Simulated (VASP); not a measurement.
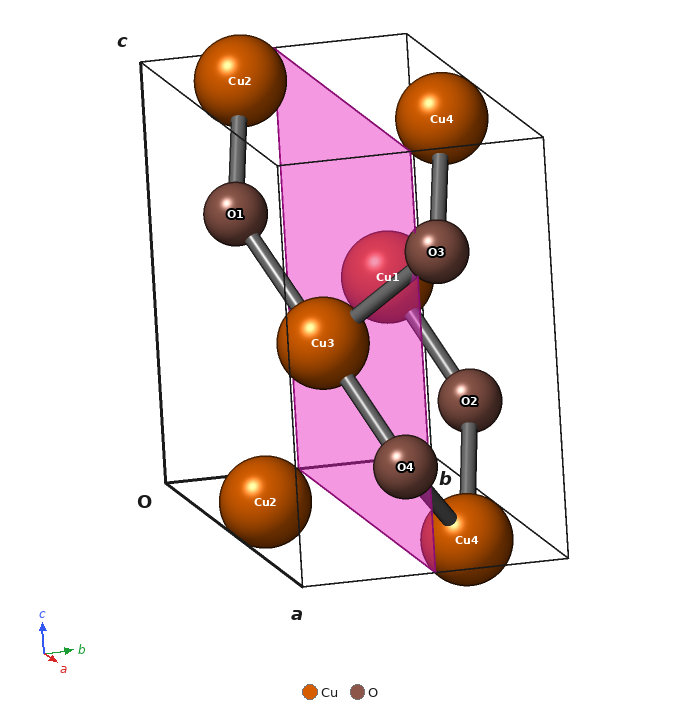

Crystal: CuO, an entry of the Crystallography Open Database, as set up for an electronic-structure calculation. The shaded plane is a symmetry element of the crystal. Geometry calculated from the standardised cell; symmetry tolerance 0.002 Å.

a = 4.689 Å, b = 3.427 Å, c = 5.132 Å, α = 90.00°, β = 99.65°, γ = 90.00°.

```csv
atom,x,y,z
Cu1,0.2500,0.7532,0.5000
Cu2,0.2500,0.2468,0.0000
O1,0.4885,0.0829,0.7537
O2,0.4885,0.9171,0.2537
Cu3,0.7500,0.2532,0.5000
Cu4,0.7500,0.7468,0.0000
O3,0.9885,0.5829,0.7537
O4,0.9885,0.4171,0.2537
```

### Is it a mirror or a glide plane, and what is the operation?

It is a glide plane with glide vector (0, 0, 1/2), parallel to (0 1 0), through (1/2, 1/2, 1/2): x, y, z → x, −y+1, z+1/2.

### Onto which atom does it carry each atom (up to whole multiples of a, b and c)?

Cu1 → Cu2, Cu2 → Cu1, O1 → O2, O2 → O1, Cu3 → Cu4, Cu4 → Cu3, O3 → O4, O4 → O3.
